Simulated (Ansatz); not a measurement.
# Two runs on GaN

System: GaN (16 atoms in the cell).
Method of the first run: DFT PBE, scalar-relativistic, plane waves, PAW, no spin polarisation (Ansatz 0.2.0).

The structure derives from a Materials Project entry. Text and figures count atoms from 1; the logs count them from 0 in places.

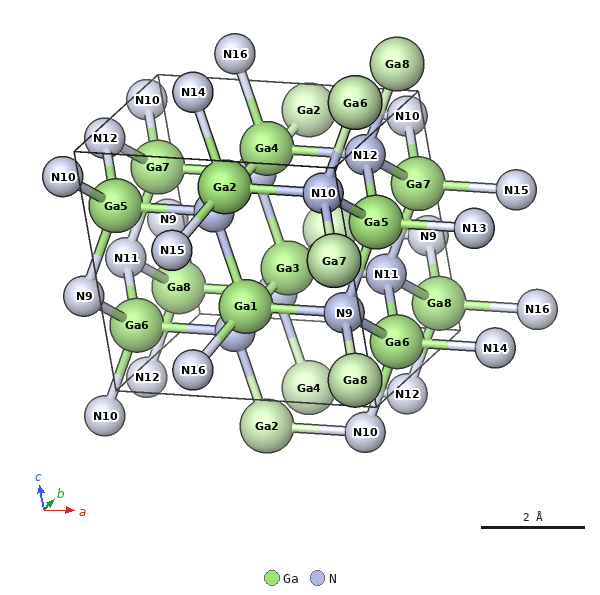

**Figure 1.** The structure as given in the input (ball-and-stick view of the cell of the calculation, seen slightly off an axis; neighbours outside the cell are drawn fainter; atoms are numbered from 1 in the order of the input). Near neighbours in the crystal (not all of them lie inside the picture): Ga has 4 N at 1.97 to 1.98 Å; N has 4 Ga at 1.97 to 1.98 Å.

The input, the first run:
```yaml
crystal:
  lattice:
    - [0.0, 0.0, 5.2431684049]
    - [3.2183708151, 5.5743817694, 0.0]
    - [-6.4367416303, 0.0, 0.0]
  atoms:
    - { symbol: Ga, position: [0.4991348624, 0.1666666667, 0.3333333333] }
    - { symbol: Ga, position: [0.4991348624, 0.1666666667, 0.8333333333] }
    - { symbol: Ga, position: [0.4991348624, 0.6666666667, 0.3333333333] }
    - { symbol: Ga, position: [0.4991348624, 0.6666666667, 0.8333333333] }
    - { symbol: Ga, position: [0.9991348624, 0.3333333333, 0.6666666667] }
    - { symbol: Ga, position: [0.9991348624, 0.3333333333, 0.1666666667] }
    - { symbol: Ga, position: [0.9991348624, 0.8333333333, 0.6666666667] }
    - { symbol: Ga, position: [0.9991348624, 0.8333333333, 0.1666666667] }
    - { symbol: "N", position: [0.8758651376, 0.1666666667, 0.3333333333] }
    - { symbol: "N", position: [0.8758651376, 0.1666666667, 0.8333333333] }
    - { symbol: "N", position: [0.8758651376, 0.6666666667, 0.3333333333] }
    - { symbol: "N", position: [0.8758651376, 0.6666666667, 0.8333333333] }
    - { symbol: "N", position: [0.3758651376, 0.3333333333, 0.6666666667] }
    - { symbol: "N", position: [0.3758651376, 0.3333333333, 0.1666666667] }
    - { symbol: "N", position: [0.3758651376, 0.8333333333, 0.6666666667] }
    - { symbol: "N", position: [0.3758651376, 0.8333333333, 0.1666666667] }
basis:
  ecutwfc: 420
  xc_grid: 2
kpoints:
  mp_grid: { grid: [3, 3, 3], shift: [0.0, 0.0, 0.0] }
hamiltonian:
  xc: pbe
scf:
  occupations: { method: gaussian, width: 0.01 }
output:
  forces: true
  stress: true
  eigenvalues: true
  write_density: true
  write_potential: true
  elf: true
  volumetric_format: npy
```

Command:
```bash
ansatz run input.yaml --threads 4 --pin off --max-ram 8192MiB --backend cpu --events-out ev --progress --plain --runs-dir out
```

Hardware: 4 threads of AMD EPYC (Zen 3), 189 GiB of memory available, shared host.

Output, shortened to warnings, some set-up lines, iterations and results (the first run):
```
Basis set: ecut = 420 eV, 3713 PW (Γ), exchange–correlation on 72×90×90 points (8 copies of the dense FFT grid, shifted against one another)
Symmetry: 48 space group operations
k-points: 6 of 27 (time reversal used)
Initial density: superposition of atomic densities (neutral atoms: chi_scale 0, normalization atom), corrected by the library's trained network
[...]
SCF iter   1: F=—  HF=-33343.316946 eV  |F-HF|=—  |Δ(HF+E_count)|=         —  Δρ=7.36e-4  dr2=4.92e-4  ethr=1.77e-3  ⟨swp⟩=6.0  Hψ=1834  notcnv=0  defer=5
SCF iter   2: F=—  HF=-33343.318306 eV  |F-HF|=—  |Δ(HF+E_count)|=   1.36e-3  Δρ=3.89e-4  dr2=1.16e-4  ethr=3.42e-7  ⟨swp⟩=3.0  Hψ=1108  notcnv=0  defer=51
SCF iter   3: F=—  HF=-33343.318724 eV  |F-HF|=—  |Δ(HF+E_count)|=   4.19e-4  Δρ=2.08e-4  dr2=3.87e-5  ethr=8.03e-8  ⟨swp⟩=2.0  Hψ=894  notcnv=0  defer=51
SCF iter   4: F=—  HF=-33343.318900 eV  |F-HF|=—  |Δ(HF+E_count)|=   1.76e-4  Δρ=4.95e-5  dr2=3.91e-6  ethr=2.69e-8  ⟨swp⟩=2.0  Hψ=922  notcnv=0  defer=51
SCF iter   5: F=—  HF=-33343.318908 eV  |F-HF|=—  |Δ(HF+E_count)|=   8.10e-6  Δρ=1.66e-5  dr2=3.56e-7  ethr=2.71e-9  ⟨swp⟩=2.0  Hψ=906  notcnv=0  defer=51
SCF iter   6: F=-33343.318909 eV  HF=-33343.318909 eV  |F-HF|=1.68e-8  |Δ(HF+E_count)|=   8.46e-7  Δρ=4.28e-6  dr2=2.55e-8  ethr=6.94e-11  ⟨swp⟩=12.7  Hψ=3526  notcnv=0
SCF 1 converged in 6 iterations: F = -33343.318909 eV  dr2 = 2.55e-8
SCF converged after 6 iterations
Free energy (F): -33343.318909 eV
Harris-Foulkes:  -33343.318909 eV  (|F-HF|=1.68e-8)
Internal energy: -33343.318909 eV  (E = F + TS)
E sigma→0 (E₀):  -33343.318909 eV
Fermi energy:    10.119665 eV
--- Per-component energies (eV) ---
  E_band       = -96.151599
  E_kinetic    = 1968.902405
  E_local      = -15799.028541  (includes V_loc(G=0)·N_el)
  E_nonlocal   = 3794.742178
  E_hartree    = 7254.932918
  E_xc         = -1027.165103
  E_vxc        = -1068.847882  (∫ρ·V_xc dr)
  E_paw        = -16964.008446  (= ΣΔE_a)
  E_vpaw       = -3501.792178  (= ΣTr[D̂ρ^β])
  E_aug_tail   = 0.000629  (compensation charges beyond the density's cutoff)
  E_ewald      = -12571.694949
  E_smearing   = -0.000000  (= −TS)
  E_closure    = 0.000000  (closes the sum)
  Σ components = -33343.318909   (vs F -33343.318909, Δ=0.00e0)
--- Forces (eV/Å), atoms counted from 1 ---
  atom   1  Ga    -0.00000000    -0.00000000     0.00120696
  atom   2  Ga     0.00000000    -0.00000000     0.00120696
  atom   3  Ga     0.00000000    -0.00000000     0.00120696
  atom   4  Ga     0.00000000     0.00000000     0.00120696
  atom   5  Ga    -0.00000000     0.00000000     0.00120696
  atom   6  Ga     0.00000000     0.00000000     0.00120696
  atom   7  Ga     0.00000000     0.00000000     0.00120696
  atom   8  Ga    -0.00000000    -0.00000000     0.00120696
  atom   9  N      0.00000000     0.00000000    -0.00121923
  atom  10  N      0.00000000     0.00000000    -0.00121923
  atom  11  N      0.00000000    -0.00000000    -0.00121923
  atom  12  N      0.00000000    -0.00000000    -0.00121923
  atom  13  N     -0.00000000     0.00000000    -0.00121923
  atom  14  N     -0.00000000     0.00000000    -0.00121923
  atom  15  N     -0.00000000    -0.00000000    -0.00121923
  atom  16  N     -0.00000000     0.00000000    -0.00121923
  max |Σ_I F_I| component: 9.82e-5 eV/Å
--- Stress (GPa, compression-positive) ---
       -0.023791       0.000000       0.000000
       -0.000000      -0.023791      -0.000000
        0.000000       0.000000      -0.063317
  P = ⅓ Tr σ = -0.0370 GPa (-0.370 kbar)
```

The input of the second run differs as follows (lines with − go, lines with + come):
```diff
+  max_iter: 60
-  write_density: true
-  write_potential: true
-  elf: true
-  volumetric_format: npy
+magnetization:
+  spin_polarized: true
+  initial_magnetization: 40
```

Predict how the results change.

The energy is the same within 0.01 meV per atom. With spin allowed, the absolute moment of the cell comes to 0.00 μB. The SCF takes 16 iterations against 6. On the same kind of shared host the second run took about 2.6 times as long. The two runs start from different initial densities, which also moves the count.

Output, shortened to warnings, some set-up lines, iterations and results (the second run):
```
WARN: the starting moments were not kept: the SCF closed with an absolute magnetisation of 2.1e-5 μB, where they sum to 40 μB in size (16 sites). That is at most 0.1 of that sum. Measured as dr2_m measures the in/out step, that magnetisation stands 1.1e-11 eV from none, at or under the dr2_threshold of 1.0e-7 eV: it is no larger than a step whose dr2_m would equal this threshold. The system may …
Basis set: ecut = 420 eV, 3713 PW (Γ), exchange–correlation on 72×90×90 points (8 copies of the dense FFT grid, shifted against one another)
Symmetry: 48 space group operations
k-points: 6 of 27 (time reversal used)
Initial density: superposition of atomic densities (chi_scale 0.1, normalization cell, long waves kept (reshape's long-wave potential 0.00 eV rms))
[...]
SCF iter   1: F=—  HF=-33171.057672 eV  |F-HF|=—  |Δ(HF+E_count)|=         —  Δρ=2.53e-1 (↑2.29e-1 ↓2.53e-1)  dr2=2.94e0  dr2_m=1.00e2  M=40.000 μB ∫|m|=40.000 μB  β_m=1.00  …
SCF iter   2: F=—  HF=-33285.633623 eV  |F-HF|=—  |Δ(HF+E_count)|=         —  Δρ=1.91e-1 (↑1.38e-1 ↓1.91e-1)  dr2=2.12e1  dr2_m=4.35e1  M=0.074 μB ∫|m|=4.172 μB  β_m=0.30  …
SCF iter   3: F=—  HF=-33309.843938 eV  |F-HF|=—  |Δ(HF+E_count)|=    2.42e1  Δρ=1.28e-1 (↑1.08e-1 ↓1.28e-1)  dr2=6.33e0  dr2_m=2.27e1  M=0.074 μB ∫|m|=3.000 μB  β_m=0.30  …
SCF iter   4: F=—  HF=-33327.080222 eV  |F-HF|=—  |Δ(HF+E_count)|=    1.72e1  Δρ=9.01e-2 (↑9.01e-2 ↓7.93e-2)  dr2=8.52e-1  dr2_m=1.20e1  M=0.074 μB ∫|m|=2.209 μB  β_m=0.30  …
SCF iter   5: F=—  HF=-33334.681654 eV  |F-HF|=—  |Δ(HF+E_count)|=    7.60e0  Δρ=6.22e-2 (↑5.74e-2 ↓6.22e-2)  dr2=1.16e-1  dr2_m=6.16e0  M=0.000 μB ∫|m|=1.736 μB  β_m=0.30  …
[... 7 lines ...]
SCF iter  13: F=—  HF=-33343.319307 eV  |F-HF|=—  |Δ(HF+E_count)|=   1.04e-4  Δρ=2.95e-5 (↑2.95e-5 ↓2.20e-5)  dr2=7.52e-8  dr2_m=1.13e-6  M=0.000 μB ∫|m|=0.003 μB  β_m=0.84  …
SCF iter  14: F=—  HF=-33343.318909 eV  |F-HF|=—  |Δ(HF+E_count)|=   3.98e-4  Δρ=7.98e-6 (↑4.81e-6 ↓7.98e-6)  dr2=1.69e-7  dr2_m=1.86e-8  M=0.000 μB ∫|m|=0.000 μB  β_m=0.72  …
SCF iter  15: F=—  HF=-33343.318909 eV  |F-HF|=—  |Δ(HF+E_count)|=   2.11e-8  Δρ=1.33e-6 (↑1.31e-6 ↓1.33e-6)  dr2=1.86e-9  dr2_m=1.60e-9  M=0.000 μB ∫|m|=0.000 μB  β_m=0.86  …
SCF iter  16: F=-33343.318909 eV  HF=-33343.318909 eV  |F-HF|=4.51e-10  |Δ(HF+E_count)|=   7.95e-9  Δρ=3.10e-7 (↑2.97e-7 ↓3.10e-7)  dr2=1.82e-10  dr2_m=8.97e-11  M=0.000 μB …
SCF 1 converged in 16 iterations: F = -33343.318909 eV  dr2 = 1.82e-10
WARN: the starting moments were not kept: the SCF closed with an absolute magnetisation of 2.1e-5 μB, where they sum to 40 μB in size (16 sites). That is at most 0.1 of that sum. Measured as dr2_m measures the in/out step, that magnetisation stands 1.1e-11 eV from none, at or under the …
SCF converged after 16 iterations
Magnetization: 0.0000 μB (72.0000 up, 72.0000 down)
Absolute magnetization: 0.0000 μB (∫|ρ↑−ρ↓|, with the PAW one-centre terms)
Spin contamination: 0.0000 ħ² per cell (⟨S²⟩ above its minimum at these occupations)
[...]
```

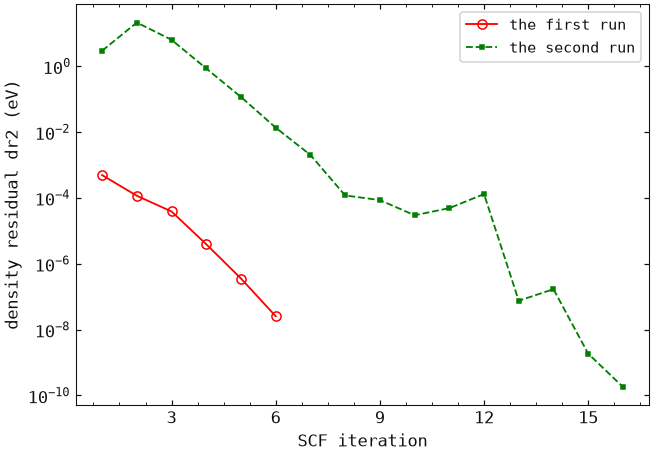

**Figure 2.** Convergence of the two runs: density residual dr2 against the SCF iteration. The first run takes 6 iterations in all, and the second run takes 16.

The two runs side by side:

| quantity | the first run | the second run |
| --- | --- | --- |
| outcome | converged | converged |
| free energy per atom (eV) | −2083.9574 | −2083.9574 |
| gap on the mesh (eV) | 1.71 | 1.71 |
| pressure (GPa) | −0.04 | −0.04 |
| largest force (eV/Å) | 0.001 | 0.001 |
| SCF iterations | 6 | 16 |
| irreducible k-points | 6 | 6 |
| plane waves at Γ | 3713 | 3713 |
| net moment of the cell (μB) | – | 0.00 |
| absolute moment of the cell (μB) | – | 0.00 |
| wall time (shared host) | 14 s | 38 s |

For the second run: The input was spoiled on purpose: an impossible spin (`magnetization`). It did no harm here: the run converged to the energy of the sound run within 1 meV per atom. Warnings: some starting moments were not kept.
